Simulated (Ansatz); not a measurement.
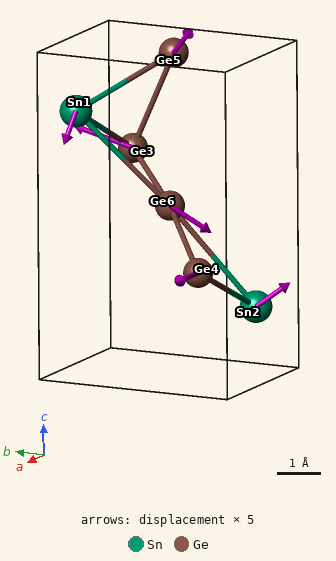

A relaxation of crystalline SnGe2 (a generated structure, set up in P1) (coarse preliminary run). The starting structure is drawn; purple arrows show the displacements (the part carried along by the change of the cell is left out), magnified 5 times.

Style: ball-and-stick. Shown: the cell of the calculation, from a free direction.

All numbers below come from DFT PBE, scalar-relativistic, plane waves, PAW in Ansatz 0.2.0.

The input:
```yaml
crystal:
  lattice:
    - [-3.7804286435, -0.0005075774, -0.0225030682]
    - [-0.0288441102, -0.0172065686, -4.8847761907]
    - [-0.0010151547, -7.8564747119, -0.0268478095]
  atoms:
    - { symbol: Sn, position: [0.4912741262, -0.0103461911, 0.7715443276] }
    - { symbol: Sn, position: [0.5182062973, 0.0279015611, 0.2356240775] }
    - { symbol: Ge, position: [0.9705373417, 0.5041597811, 0.7358250192] }
    - { symbol: Ge, position: [1.0387459198, 0.5177868972, 0.2619013661] }
    - { symbol: Ge, position: [0.4768626575, 0.4729860951, 0.9803471469] }
    - { symbol: Ge, position: [0.5043736575, 0.4875118567, 0.5147580628] }
basis:
  ecutwfc: 420
kpoints:
  mp_grid: { grid: [6, 4, 4] }
hamiltonian:
  xc: pbe
scf:
  occupations: { method: gaussian, width: 0.2 }
  lower_state_search: "off"
output:
  forces: true
  stress: true
  eigenvalues: true
relax:
  adjacent_minimum: "off"
  f_tol: 0.025
  max_steps: 60
  cell: { stress_tol: 0.25 }
```

Launched with:
```bash
ansatz run input.yaml --threads 1 --pin off --max-ram 2560MiB --backend cpu --events-out ev --progress --plain --runs-dir out
```

Which element moves most?

Answer. Germanium: up to 0.30 Å, against 0.20 Å for tin.

What happened in the run?

Answer. Ge3 moves most relative to the cell: 0.30 Å along [2 3 1]. By element the largest moves are Ge 0.30 Å, Sn 0.20 Å. Cell: a 3.780 → 3.800 Å (+0.5 %), b 4.885 → 5.069 Å (+3.8 %), c 7.857 → 7.613 Å (−3.1 %), α 89.6° → 89.7°, γ 89.3° → 90.0°. Volume +1.1 %. Near-neighbour distances that change, for instance: Sn2–Ge4 2.993 → 3.400 Å, Sn1–Ge5 3.002 → 3.381 Å, Ge4–Ge5 3.078 → 2.746 Å, Sn2–Ge4 (another image) 3.124 → 3.399 Å. Among the angles between lasting bonds that change: Ge5–Ge3–Ge6 174.9° → 156.8°, Ge3–Ge6–Ge4 174.0° → 156.9°, Ge5–Ge3–Ge6 172.9° → 156.8°. Within 0.06 Å the space group is P1 at the start and P-4m2 at the end; at a tighter tolerance small leftover displacements or strains of the cell lower it. The energy falls by 60.1 meV per atom in 5 accepted moves (6 points after the start). The largest force component goes from 0.82 to 0.011 eV/Å. Pressure: 1.88 GPa at the start and 0.05 GPa at the end. At 1 point the geometry stayed and the basis and grid were re-selected for the new cell (energy shift of 0.1 meV per atom at most each time).
